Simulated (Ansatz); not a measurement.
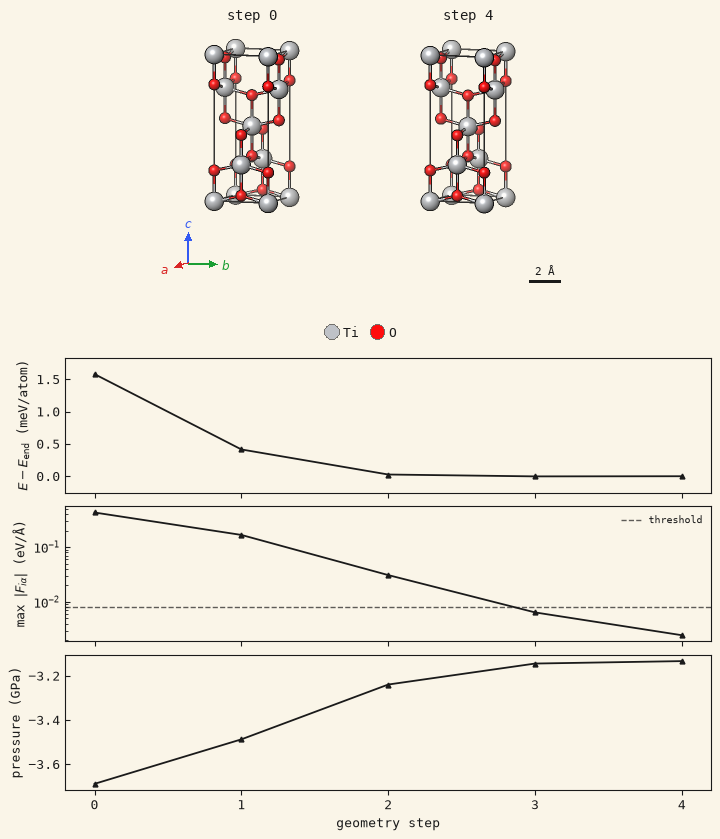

First and last geometry of a relaxation of crystalline TiO2 (set up in Imma), with the history of the run. A ball-and-stick model of the cell of the calculation, seen slightly off an axis.

Case: uniaxial strain along a of +4.5 %; b, c and atoms relaxed.

Theory: Ansatz, DFT PBE+U, scalar-relativistic, plane waves, PAW. (plane-wave cutoff 420 eV; k-point mesh 6 × 6 × 4; occupations gaussian; smearing width 0.02 eV; U Ti 4.0 eV; no spin polarisation; cell relaxed at fixed a, angles; force threshold 0.008 eV/Å; at most 40 steps)

**What do the curves and the structures tell?**

The run was cut off at its time limit before the relaxation converged, so the last structure is only a point on the way. The largest moves relative to the cell, 0.014 Å, are those of Ti atoms. By element the largest moves are Ti 0.014 Å, O 0.008 Å. The volume changes by −0.3 %, with a unchanged at 3.990 Å, b 3.775 → 3.783 Å (+0.2 %), c 9.665 → 9.613 Å (−0.5 %). Near-neighbour distances that change, for instance: Ti–Ti 3.087 → 3.056 Å, O–Ti 1.962 → 1.939 Å, Ti–Ti 3.114 → 3.128 Å, O–Ti 2.035 → 2.046 Å. The space group stays Imma (No. 74). Over 4 geometry steps the energy falls by 1.6 meV per atom. Largest force component: 0.43 eV/Å at the start, 0.0025 eV/Å at the end. The pressure goes from −3.69 to −3.13 GPa. Cost: 2.7 min on 1 thread of Arm Neoverse V2, on a shared host, peak memory 0.85 GiB.
